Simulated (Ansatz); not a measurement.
Si₃₁C₃₃: several calculations on one system

## 1. Relaxation

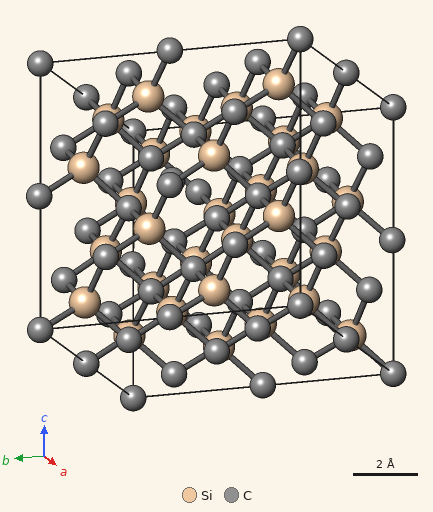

A defect cell of composition Si31C33 (cell charge −1), before the relaxation. The picture is a ball-and-stick view of the cell of the calculation (origin shifted), seen from a free direction.

The atoms of the start lie slightly off their symmetric places, so part of the fall in energy undoes that.

All numbers below come from DFT, PBEsol, PAW, plane waves in Ansatz 0.2.0.

Set-up: plane-wave cutoff 420 eV; k-point mesh 1 × 1 × 1; mesh shifted by (0.25, 0.25, 0.25); collinear spin; atoms relaxed in a fixed cell; force threshold 0.03 eV/Å; at most 80 steps.

```
Si C
1.0
     8.71371    0.00000    0.00000
     0.00000    8.71371    0.00000
     0.00000    0.00000    8.71371
Si C
31 33
Cartesian
  0.0261 8.6767 8.7007
  0.0182 0.0476 4.3612
  0.0041 4.3582 0.0172
  0.0314 4.3550 4.3542
  4.3851 8.6746 0.0037
  4.3596 8.7071 4.3193
  4.3577 4.3654 0.0319
  2.1932 2.1856 8.7025
  2.1677 2.1805 4.3896
  2.1990 6.5250 8.7055
  2.1785 6.5601 4.3918
  6.5222 2.1735 0.0036
  6.5517 2.1818 4.3748
  6.5346 6.5818 0.0168
  6.5313 6.5276 4.3433
  2.1753 0.0119 2.2144
  2.1945 0.0251 6.5331
  2.1651 4.3511 2.1918
  2.2102 4.4026 6.5347
  6.5122 8.7066 2.1651
  6.5621 8.6863 6.5312
  6.5064 4.3379 2.2043
  6.5095 4.3618 6.4984
  8.7007 2.1669 2.1852
  0.0135 2.1802 6.5240
  8.6847 6.5438 2.1342
  8.6803 6.5216 6.5060
  4.3671 2.1945 2.2025
  4.3387 2.1971 6.5113
  4.3112 6.5755 2.2063
  4.3783 6.5180 6.5243
  4.3538 4.3633 4.3410
  1.0600 1.0832 1.0867
  1.0858 1.1122 5.4467
  1.0752 5.4187 1.0891
  1.0880 5.4354 5.4536
  5.4113 1.1160 1.0909
  5.4530 1.0613 5.4590
  5.4329 5.4581 1.0826
  5.4340 5.4644 5.4335
  3.3112 3.2803 1.0787
  3.2957 3.2607 5.4622
  3.2750 7.6032 1.0973
  3.2574 7.6235 5.4180
  7.6371 3.2740 1.0962
  7.6280 3.2730 5.4410
  7.6138 7.6423 1.0932
  7.6163 7.6107 5.4530
  3.2705 1.1009 3.2608
  3.2643 1.1122 7.6313
  3.3025 5.4520 3.2607
  3.2854 5.4376 7.6610
  7.6250 1.1069 3.2559
  7.5701 1.0805 7.6278
  7.6071 5.4665 3.2680
  7.5905 5.4633 7.6390
  1.0744 3.2731 3.2464
  1.1075 3.2857 7.6517
  1.0737 7.6514 3.2781
  1.0929 7.6228 7.6214
  5.4568 3.2613 3.2762
  5.4375 3.2628 7.6370
  5.4281 7.5886 3.2565
  5.4558 7.6406 7.6353
```

**Where does the relaxation end?**

The largest move is that of C61, 0.23 Å along [−1 1 1]. Largest moves by element: C 0.23 Å, Si 0.09 Å. The cell doesn't change. Some distances before and after: C32–C42 1.895 → 1.662 Å, C32–C61 1.888 → 1.663 Å, C32–C40 1.890 → 1.676 Å, C32–C51 1.859 → 1.663 Å. Bond angles that change, for instance: C53–Si13–C61 108.1° → 115.1°, Si19–C42–Si29 110.6° → 103.7°, C51–Si11–C59 108.7° → 115.1°. Over 3 geometry steps the energy falls by 2.223 eV per cell of the calculation. The largest force component goes from 2.3 to 0.012 eV/Å. The run took 37 s on 7 threads of Arm Neoverse-V2, peak memory 1.8 GiB.

The end point in the same view:

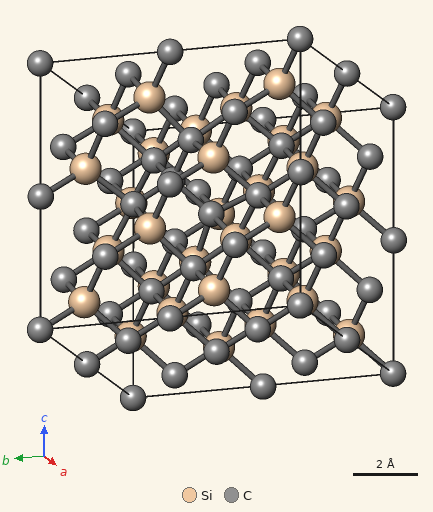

Limits of the set-up: the cell is charged, on a uniform background, and energies carry no finite-size correction.

## 2. Relaxation

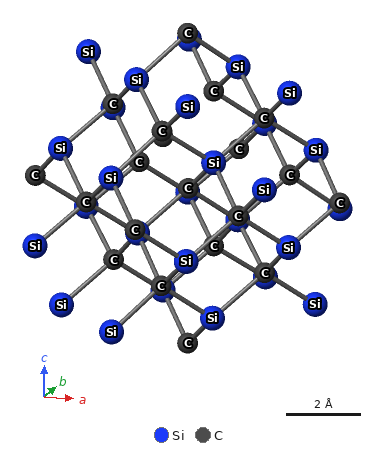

A defect cell of composition Si$_{31}$C$_{33}$, before the relaxation. Style: ball-and-stick. Shown: the atoms within 5.0 Å of the atom that moves most (axes of the cell of the calculation (origin shifted)), slightly off an axis.

The atoms of the start lie slightly off their symmetric places, so part of the fall in energy undoes that.

Level of theory: DFT, PBEsol, PAW, plane waves in Ansatz 0.2.0.

Set-up: plane-wave cutoff 420 eV; k-point mesh 1 × 1 × 1; mesh shifted by (0.25, 0.25, 0.25); no spin polarisation; atoms relaxed in a fixed cell; force threshold 0.03 eV/Å; at most 80 steps.

```
Si C
1.0
     8.71371    0.00000    0.00000
     0.00000    8.71371    0.00000
     0.00000    0.00000    8.71371
Si C
31 33
Direct
  0.00299 0.99575 0.99851
  0.00208 0.00547 0.50050
  0.00047 0.50016 0.00197
  0.00360 0.49979 0.49970
  0.50324 0.99552 0.00042
  0.50031 0.99925 0.49569
  0.50009 0.50098 0.00366
  0.25170 0.25082 0.99872
  0.24877 0.25024 0.50376
  0.25237 0.74882 0.99906
  0.25001 0.75285 0.50402
  0.74850 0.24943 0.00041
  0.75189 0.25038 0.50206
  0.74993 0.75533 0.00193
  0.74954 0.74912 0.49844
  0.24964 0.00136 0.25413
  0.25184 0.00288 0.74975
  0.24847 0.49934 0.25154
  0.25364 0.50525 0.74994
  0.74735 0.99918 0.24846
  0.75307 0.99686 0.74954
  0.74669 0.49782 0.25297
  0.74704 0.50057 0.74577
  0.99851 0.24868 0.25077
  0.00156 0.25020 0.74870
  0.99667 0.75097 0.24492
  0.99617 0.74843 0.74664
  0.50117 0.25184 0.25276
  0.49792 0.25214 0.74724
  0.49476 0.75461 0.25319
  0.50246 0.74802 0.74874
  0.49964 0.50074 0.49818
  0.12165 0.12431 0.12471
  0.12461 0.12764 0.62507
  0.12339 0.62187 0.12499
  0.12487 0.62378 0.62587
  0.62101 0.12807 0.12520
  0.62580 0.12180 0.62649
  0.62349 0.62639 0.12424
  0.62361 0.62711 0.62356
  0.38000 0.37645 0.12379
  0.37822 0.37421 0.62686
  0.37584 0.87255 0.12593
  0.37383 0.87488 0.62178
  0.87645 0.37573 0.12581
  0.87540 0.37561 0.62442
  0.87377 0.87704 0.12546
  0.87406 0.87342 0.62580
  0.37533 0.12634 0.37421
  0.37462 0.12764 0.87579
  0.37900 0.62568 0.37420
  0.37704 0.62403 0.87919
  0.87506 0.12703 0.37365
  0.86876 0.12400 0.87537
  0.87300 0.62735 0.37504
  0.87110 0.62698 0.87666
  0.12330 0.37563 0.37256
  0.12710 0.37707 0.87813
  0.12322 0.87808 0.37620
  0.12543 0.87481 0.87464
  0.62623 0.37428 0.37598
  0.62402 0.37445 0.87644
  0.62294 0.87088 0.37372
  0.62612 0.87685 0.87624
```

Question: What does the optimiser find from here?

Answer: Over 4 geometry steps the energy falls by 2.236 eV per cell of the calculation. Largest force component: 2.3 eV/Å at the start, 0.019 eV/Å at the end. The largest move is that of C61, 0.23 Å along [−1 1 1]. By element the largest moves are C 0.23 Å, Si 0.09 Å. The cell stays as it was. Some distances before and after: C32–C42 1.895 → 1.668 Å, C32–C40 1.890 → 1.667 Å, C32–C51 1.859 → 1.668 Å, Si29–C42 1.822 → 1.930 Å. Bond angles that change, for instance: C53–Si13–C61 108.1° → 114.7°, Si19–C42–Si29 110.6° → 104.3°, Si15–C63–Si30 112.1° → 106.3°.

The end point in the same view:

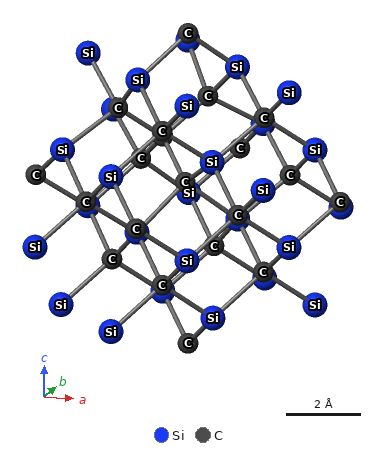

## 3. Defect

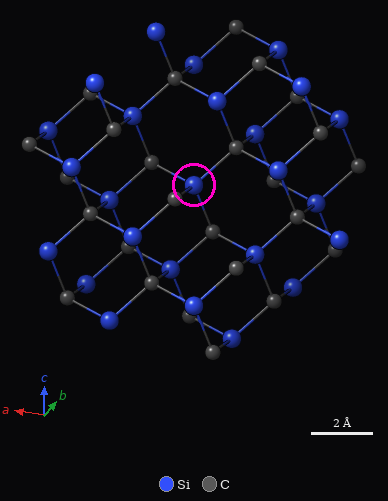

Perfect SiC. Style: ball-and-stick. Shown: the atoms within 6.0 Å of one point, in a slice 5.0 Å thick across the line of sight, from a free direction.

Method: DFT, PBEsol, PAW, plane waves in Ansatz 0.2.0. Settings: plane-wave cutoff 420 eV; k-point mesh 1 × 1 × 1; mesh shifted by (0.25, 0.25, 0.25); no spin polarisation. Fermi-Dirac smearing of 0.01 eV. A uniform background neutralises the charged cell. The axes drawn are those of the host's conventional cell.

A silicon atom is replaced by carbon at the ringed place, in charge state +2. The supercell has 64 sites, and the atoms are relaxed at the host's cell.

Q: Predict the relaxed surroundings of the defect.

A: In the host the Si atom has 4 C at 1.89 Å; the C atom ends with 4 C at 1.64 to 1.69 Å. Of the host's atoms, a carbon atom moves furthest from its site, by 0.24 Å.

The relaxed defect, seen from the same direction:

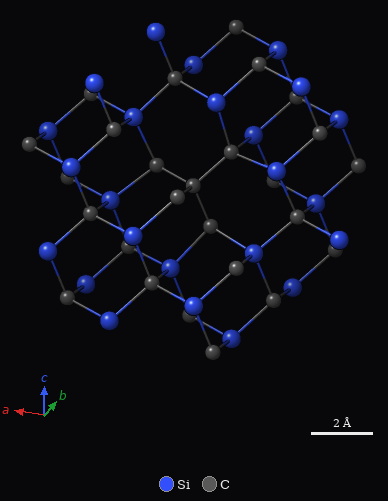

Limits of the set-up: the cell is charged, on a uniform background, and energies carry no finite-size correction.

## 4. Defect

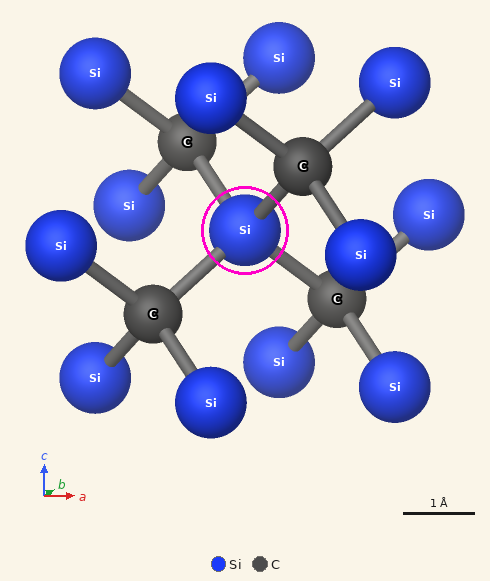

Perfect SiC. Style: ball-and-stick. Shown: the atoms within 3.3 Å of one point, slightly off an axis.

Computed with Ansatz 0.2.0, DFT, PBEsol, PAW, plane waves. Settings: plane-wave cutoff 420 eV; k-point mesh 1 × 1 × 1; mesh shifted by (0.25, 0.25, 0.25); collinear spin. Fermi-Dirac smearing of 0.01 eV. A uniform background neutralises the charged cell. The axes drawn are those of the host's conventional cell.

A silicon atom is replaced by carbon at the ringed place, in charge state −1. The supercell has 64 sites, and the atoms are relaxed at the host's cell.

### Predict the relaxed surroundings of the defect.

In the host the Si atom has 4 C at 1.89 Å; the C atom ends with 4 C at 1.66 to 1.68 Å. Of the host's atoms, a carbon atom moves furthest from its site, by 0.22 Å. The cell's net moment is 1.00 μB.

The relaxed defect, seen from the same direction:

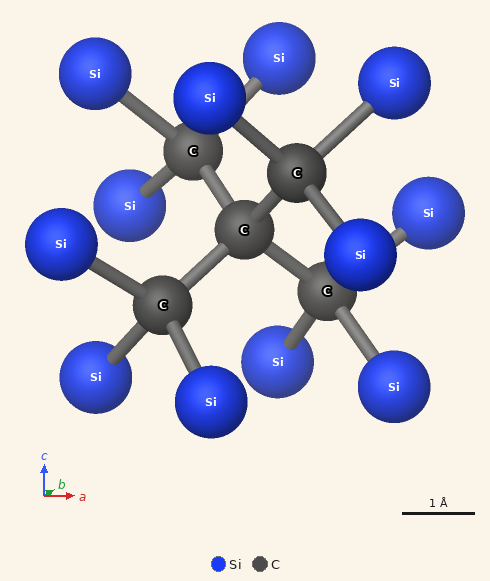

Limits of the set-up: the cell is charged, on a uniform background, and energies carry no finite-size correction.
